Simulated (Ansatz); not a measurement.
A periodic structure is given below.

```xyz
24
Lattice="-4.2974 0.0000 -5.2918 5.1896 5.2421 -0.0120 5.1896 -5.2421 -0.0120" Properties=species:S:1:pos:R:3 pbc="T T T"
Si    0.0000    0.0000    0.0000
Zr    5.0050   -0.0378   -0.1595
Zr    0.2202   -2.0999   -2.7227
Zr    5.4955   -2.1050   -2.9050
Zr    2.6830    2.6439   -0.5514
Zr    2.7793   -2.7137   -0.4474
Zr    3.1412    0.4706   -3.1612
Zr   -2.0591    0.4228   -3.0949
O     2.1870   -4.0742   -5.0392
O     2.2593    1.2948   -4.9641
O     1.8144    1.8156   -2.3674
O     1.9341   -3.3496   -2.2591
O     4.6216    1.6806   -4.0176
O    -0.6315    1.6662   -4.0492
O     3.5989    3.8961   -2.1160
O     3.8718   -1.2041   -1.9207
O     4.2062    1.4176   -1.4292
O     4.2572   -4.1843   -1.1656
O     4.5312   -0.9554   -4.7217
O    -0.8739   -1.0320   -4.5481
O     0.8094   -1.2270   -0.8716
O     6.2532   -1.3661   -1.0128
O     1.5412   -0.8041   -3.6208
O     6.6078   -0.6044   -3.6909
```

### Say what kind of structure these coordinates give.

Formula: Zr7SiO16. The space group is P1: only translations remain. One cell contains 7 Zr, 1 Si, 16 O, 24 atoms in all.

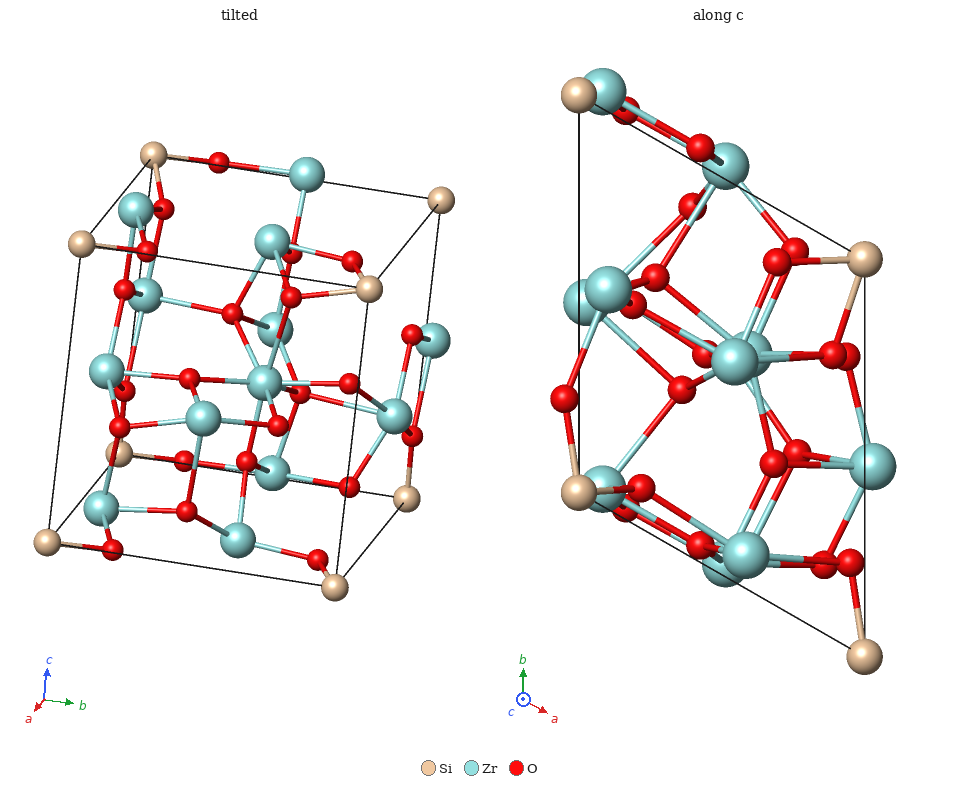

Ball-and-stick model, viewed slightly off an axis and along the c axis. The simulation cell is drawn as a box. Colours: zirconium light teal, silicon light orange, oxygen red.

The structure comes from a structure listed in the Materials Project, repeated into a supercell with a point defect put in. The atoms were relaxed in a fixed cell with DFT PBE, scalar-relativistic, plane waves, PAW in Ansatz.
